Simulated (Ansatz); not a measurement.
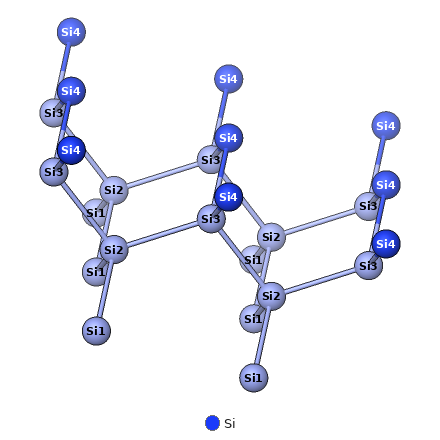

The system is N on a Si(100) slab cut from the Fd-3m phase, its upper half relaxed before the scan (4 atoms of substrate and one adsorbate in a 1 × 1 cell); the picture shows it without the atoms that are moved over the map. N is moved over the surface cell at a fixed height above a rigid substrate; the origin of the map has the adsorbate above Si4; the height is held at 3.00 Å. Places are given modulo a cell vector. The map is drawn in real space over the plane of the surface. Grid: 8 × 8 points; 25 points were computed and 39 follow by symmetry. Energies are in meV, from the lowest grid point. With one adsorbate in each 1 × 1 cell, its nearest image is 3.8 Å away, so neighbouring adsorbates interact. At a fixed height the lowest place need not be the adsorption site. The calculation used Ansatz 0.2.0, DFT PBE+D3(BJ), scalar-relativistic, plane waves, PAW. Settings: cutoff 420 eV, k-mesh 7×7×1, gaussian smearing 0.05 eV, spin-polarised.

Range: position of N5 along the first surface vector from 0.000 to 0.875; position of N5 along the second surface vector from 0.000 to 0.875.

What will the energy surface look like?

Answer. The lowest grid point is at the top site over a surface Si atom, (0/8, 0/8) of the cell vectors. No other kind of well shows on this grid. The highest grid point, a fourfold hollow over a third-layer Si atom, (4/8, 4/8) of the cell vectors, lies 161 meV above the lowest. On the interpolated surface the easiest way out of the lowest well to its copy in the next cell or period passes a barrier of about 121 meV.

```csv
"second ↓, first →",0/8,1/8,2/8,3/8,4/8,5/8,6/8,7/8
7/8,23,40,78,114,128,114,78,40
6/8,73,84,109,133,142,133,109,84
5/8,116,122,137,150,155,150,137,122
4/8,131,136,147,157,161,157,147,136
3/8,116,122,137,150,155,150,137,122
2/8,73,84,109,133,142,133,109,84
1/8,23,40,78,114,128,114,78,40
0/8,0,20,64,105,121,105,64,20
```

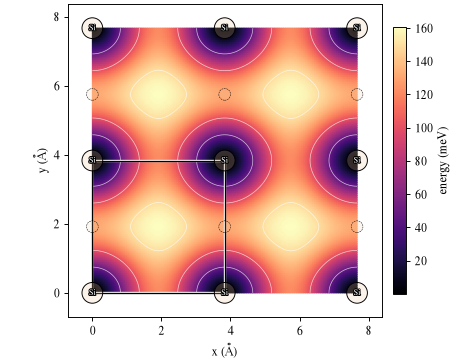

Drawn: a smooth colour map with a few white contour lines, labelled circles for the atoms of the top layer and small ones for the second layer, the outline of one cell of the 2 × 2 shown. Between grid points the surface is interpolated.

Each point was launched as `ansatz run input.yaml --threads 1 --pin off --max-ram 3072MiB --backend cpu --events-out ev --progress --plain --runs-dir out`. Time for the 25 points that were run: 13 min on 1 thread of Arm Neoverse V2, on a shared host.

PAW datasets: the set soft_1.
